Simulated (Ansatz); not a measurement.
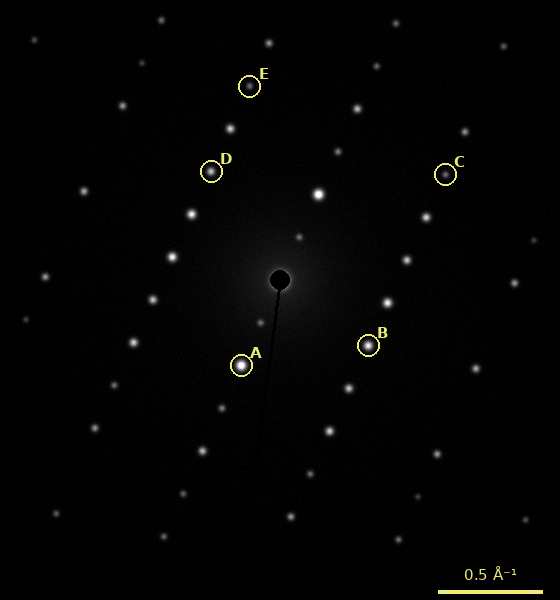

The pattern is a kinematic simulation for 200 kV electrons (no multiple scattering; isotropic B = 1 Å²). The zone axis points towards the electron source and the pattern is seen from the source side.

The sample is Pd, space group Cmcm (No. 63), a = 2.71 Å, b = 8.84 Å, c = 2.74 Å. Structure: the input geometry of an electronic-structure calculation (not necessarily at equilibrium); the starting structure was generated, so it need not be a known form of this composition.

```json
{"atom": "Pd", "site": "4c", "symmetry": "m2m", "x": "0.0000", "y": "0.6331", "z": "0.2500"}
```

Spot A is indexed 0 -4 0 and spot B 1 -1 -1.

> What are the indices of the remaining marked spots?

C = −2A + B = 1 7 -1 (d = 1.056 Å). D = −(1/2)A − B = -1 3 1 (d = 1.614 Å). E = −(3/2)A − B = -1 7 1 (d = 1.056 Å).

> Find the zone axis.

The cross product of A and B is parallel to [101]; every spot obeys hu + kv + lw = 0.
